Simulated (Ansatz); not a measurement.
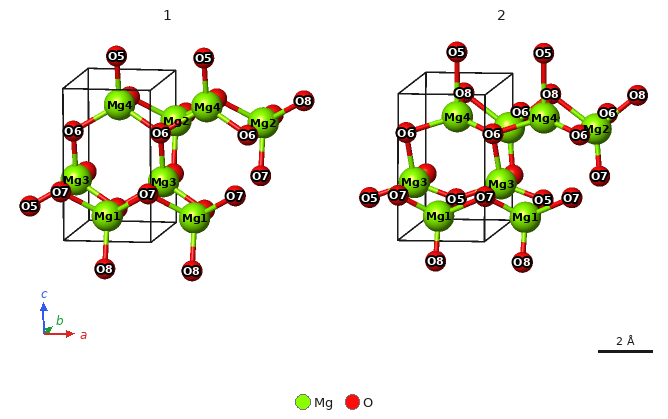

Two geometries of a crystal of MgO (set up in P1) (coarse preliminary run), drawn at one scale. One is the start of a relaxation, the other its converged end. The picture is a ball-and-stick view of the cell of the calculation, repeated 2 × 1 × 1 with one cell outlined, seen slightly off an axis.

All numbers below come from DFT PBE, scalar-relativistic, plane waves, PAW in Ansatz 0.2.0. Set-up: plane-wave cutoff 420 eV; k-point mesh 4 × 4 × 2; occupations gaussian; smearing width 0.1 eV; no spin polarisation; cell and atoms relaxed; force threshold 0.025 eV/Å; at most 60 steps.

Which of the two is the end point?

Structure 1 is the relaxed one. The energy falls by 582 meV per atom in 5 accepted moves (7 points after the start). Largest force component: 6.2 eV/Å at the start, 0.00052 eV/Å at the end. The pressure goes from 18.14 to 0.01 GPa. The SCF was repeated twice at an unchanged geometry on a basis and grid sized afresh for the cell, which shifted the energy by 2.1 meV per atom at most. O5 moves most relative to the cell: 0.47 Å along [−1 −2 −2]. By element the largest moves are O 0.47 Å, Mg 0.39 Å. The drawn cell changes as follows: a 3.290 → 3.317 Å (+0.8 %), b 5.154 → 5.117 Å (−0.7 %), c 5.534 → 5.740 Å (+3.7 %), α 88.9° → 90.0°, β 89.2° → 90.0°, γ 88.1° → 90.0°; the volume changes by +3.9 %. Among the contacts that change: Mg4–O5 2.500 → 1.992 Å, Mg2–Mg4 2.750 → 3.195 Å, Mg2–Mg4 (another image) 2.806 → 3.195 Å, Mg1–O5 2.383 → 2.007 Å. Among the angles between lasting bonds that change: Mg3–O5–Mg3 140.4° → 112.7°, O5–Mg3–O5 140.4° → 112.7°, Mg2–O8–Mg4 78.8° → 106.1°. The space group (tolerance 0.01 Å) goes from P1 (No. 1) to P6_3mc (No. 186).
